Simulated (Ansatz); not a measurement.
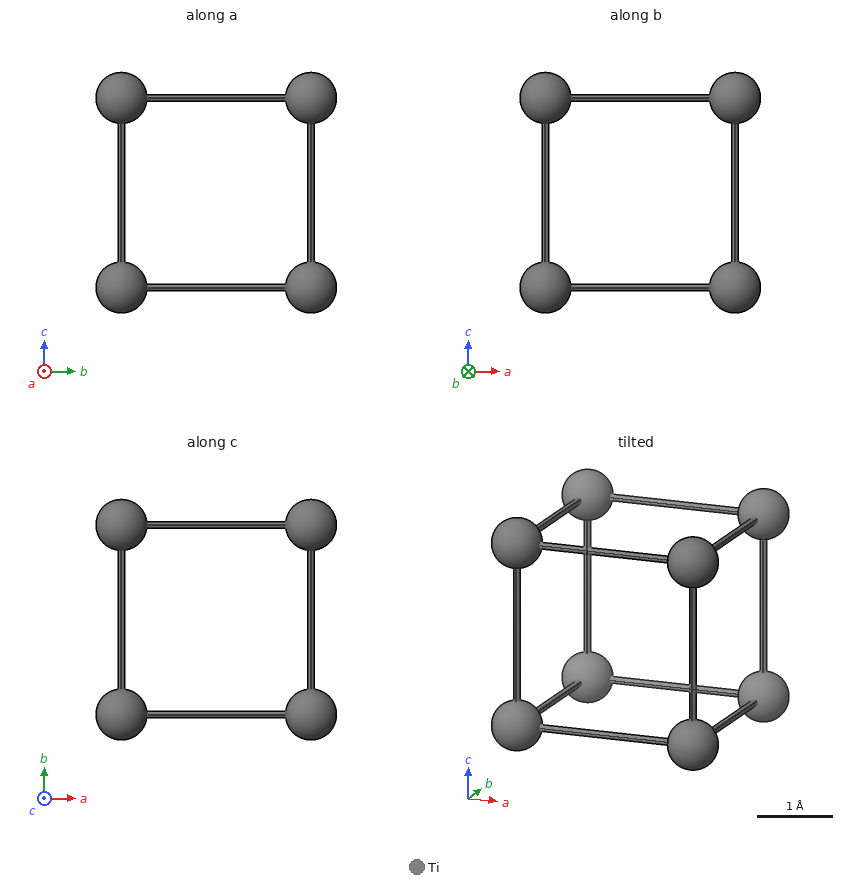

The crystal in a ball-and-stick representation, seen along the a axis, along the b axis, along the c axis and slightly off an axis. Atoms at the boundary of the conventional unit cell (the box) are drawn once for each face, edge or corner they touch.

Lattice parameters: a = 2.5595 Å, b = 2.5595 Å, c = 2.5595 Å, α = 90.000°, β = 90.000°, γ = 90.000°.

Q: Set out the cell and atoms as a CIF with its space group and independent sites.

A:
```cif
data_structure
_symmetry_space_group_name_H-M 'P m -3 m'
_symmetry_Int_Tables_number 221
_cell_length_a 2.5595
_cell_length_b 2.5595
_cell_length_c 2.5595
_cell_angle_alpha 90.000
_cell_angle_beta 90.000
_cell_angle_gamma 90.000
_cell_volume 16.77
loop_
_atom_site_label
_atom_site_type_symbol
_atom_site_symmetry_multiplicity
_atom_site_Wyckoff_symbol
_atom_site_fract_x
_atom_site_fract_y
_atom_site_fract_z
_atom_site_occupancy
Ti1 Ti 1 a 0.0000 0.0000 0.0000 1
```

The structure comes from a structure type filled with this element by a generator (whether the element takes this form wasn't checked). Earlier steps of the study may have refined or changed the cell and positions. It was run through Ansatz as a DFT input.

At this level of theory the cell isn't at rest (compressed, at 7 GPa), so its distances can differ from those at equilibrium, the more so the softer the solid.
